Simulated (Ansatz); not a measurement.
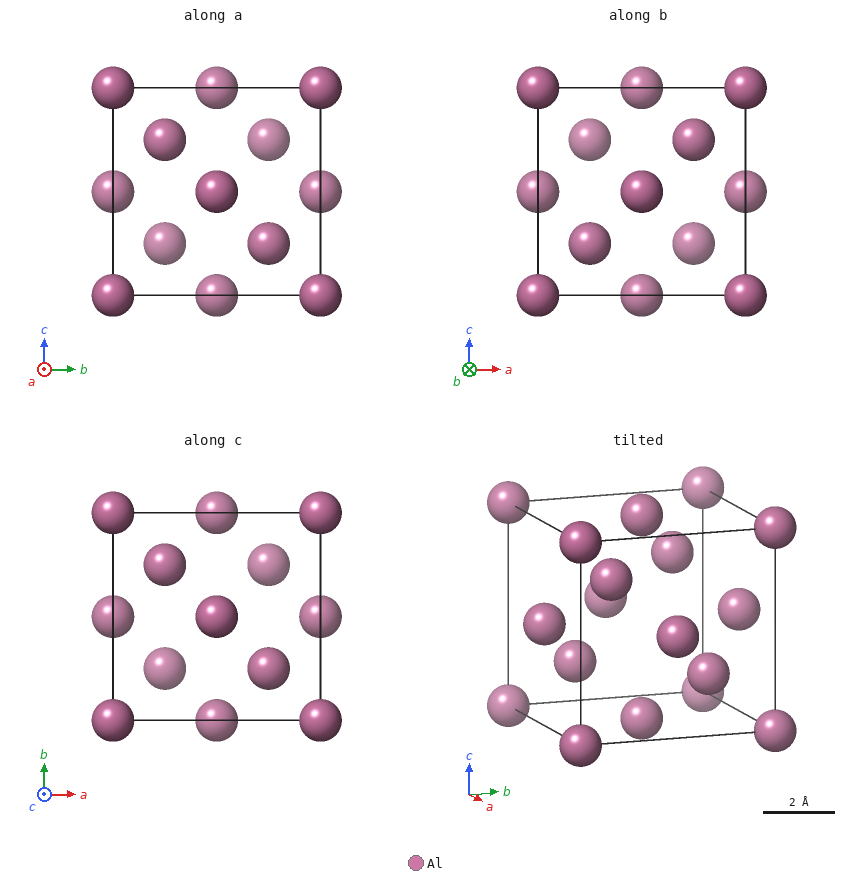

Crystal structure, spheres-only style, seen along the a axis, along the b axis, along the c axis and slightly off an axis. One conventional unit cell is outlined, and atoms on its boundary appear in each equivalent place.

Lattice parameters: a = 5.9014 Å, b = 5.9014 Å, c = 5.9014 Å, α = 90.000°, β = 90.000°, γ = 90.000°.

### Give the structure in the form of a CIF in P1 with every atom of the cell.

```cif
data_structure
_symmetry_space_group_name_H-M 'P 1'
_symmetry_Int_Tables_number 1
_cell_length_a 5.9014
_cell_length_b 5.9014
_cell_length_c 5.9014
_cell_angle_alpha 90.000
_cell_angle_beta 90.000
_cell_angle_gamma 90.000
_cell_volume 205.52
loop_
_atom_site_label
_atom_site_type_symbol
_atom_site_fract_x
_atom_site_fract_y
_atom_site_fract_z
_atom_site_occupancy
Al1 Al 0.7500 0.7500 0.2500 1
Al2 Al 0.0000 0.5000 0.5000 1
Al3 Al 0.7500 0.2500 0.7500 1
Al4 Al 0.0000 0.0000 0.0000 1
Al5 Al 0.2500 0.7500 0.7500 1
Al6 Al 0.5000 0.5000 0.0000 1
Al7 Al 0.2500 0.2500 0.2500 1
Al8 Al 0.5000 0.0000 0.5000 1
```

Origin of the cell: a structure type filled with this element by a generator (whether the element takes this form wasn't checked). Earlier steps of the study may have refined or changed the cell and positions. Ansatz was used for an electronic-structure calculation on it.

At this level of theory the cell isn't at rest (compressed, at 5 GPa), so its distances can differ from those at equilibrium, the more so the softer the solid.
